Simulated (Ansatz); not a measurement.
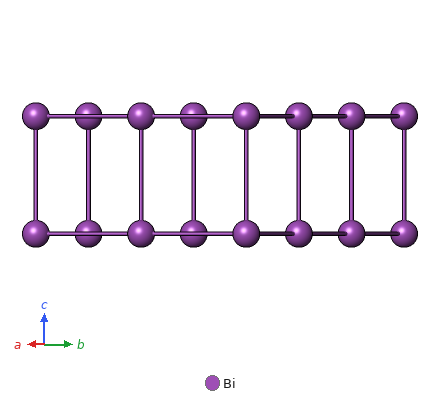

Bi (Pm-3m, No. 221): the geometry relaxed with Ansatz, DFT, BLYP, plane waves (420 eV) with PAW, scalar-relativistic; the starting structure was generated, so it need not be a known form of this composition.

Space group Pm-3m (No. 221). a = 3.358 Å, b = 3.358 Å, c = 3.358 Å, α = 90.00°, β = 90.00°, γ = 90.00°
```json
{"atom": "Bi", "site": "1a", "symmetry": "m-3m", "x": "0.0000", "y": "0.0000", "z": "0.0000"}
```

What will a Z-contrast image along [210] show? Simulated incoherent Z contrast: every atom adds Z^1.7 spread by a probe of 1.04 Å full width; channelling and multiple scattering are left out. The probe carries 15 % of its weight in a tail 2.5 times as wide. The speckle of an amorphous layer was added.

The columns repeat on a rectangular net of 1.50 × 3.36 Å (plane group p2mm). All columns are alike (Bi). The shortest distance between visible columns is 1.50 Å in projection. Along the beam the structure repeats every 7.51 Å.

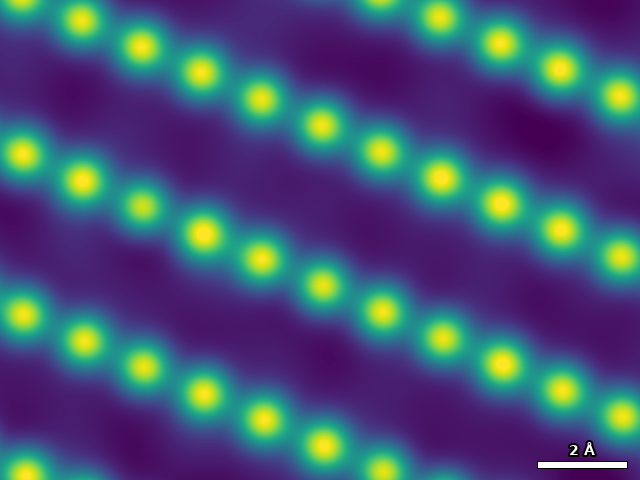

The simulated image.
